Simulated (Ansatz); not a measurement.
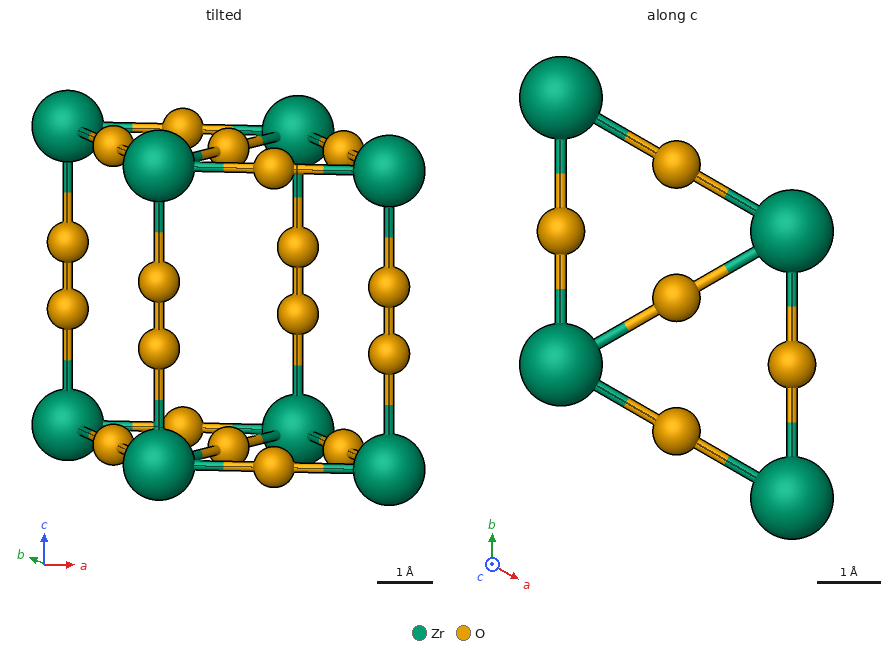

Ball-and-stick model, viewed slightly off an axis and along the c axis. The conventional unit cell is drawn as a box. Cell: a = 4.29 Å, b = 4.29 Å, c = 5.63 Å, α = 90.00°, β = 90.00°, γ = 120.00°.

The model was built from a random cell made by a generator, so it need not be a real form of the compound. Earlier steps of the study may have refined or changed the cell and positions. Ansatz was used for an electronic-structure calculation on it.

**Explain the picture.**

The structure is one of ZrO₅. Space group: P6/mmm (No. 191). Lattice: primitive hexagonal. The cell comprises 1 formula unit: 1 Zr, 5 O. Each Zr atom is coordinated by eight O at about 2.1 Å. O takes two kinds of site: 3f with two Zr in a linear arrangement at about 2.1 Å; 2e with one Zr and one O in a nearly linear arrangement (about 2.2 Å to Zr, 1.3 Å to O). The bonds build a three-dimensional framework.

Calculation details: Ansatz, DFT PBE, scalar-relativistic, plane waves, PAW; E_cut = 420 eV, the zone sampled with 12×12×8 points, Gaussian smearing of 0.1 eV, collinear spins.

**Which atoms carry magnetic moments in this run, and how do they order?**

The state reached is ferromagnetic. Sizes: O 0.3 μB; net moment 1.3 μB in the run's cell of 6 atoms.

**Does it come out as a metal, or with a gap?**

A metal: bands cross the Fermi level.

**What does a Bader analysis give?**

Zr +2.62 e; O -0.69 to -0.27 e.

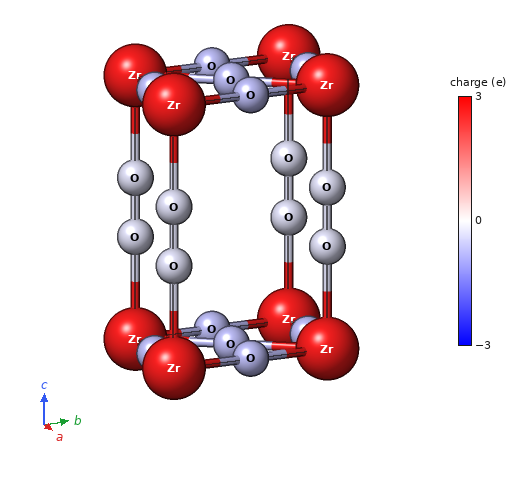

The atoms coloured by those charges. The run's cell of 6 atoms is drawn.

**Does this geometry sit at a stationary point of the energy?**

Yes. All forces vanish to within 0.01 eV/Å. The pressure is 0.0 GPa, close to zero.
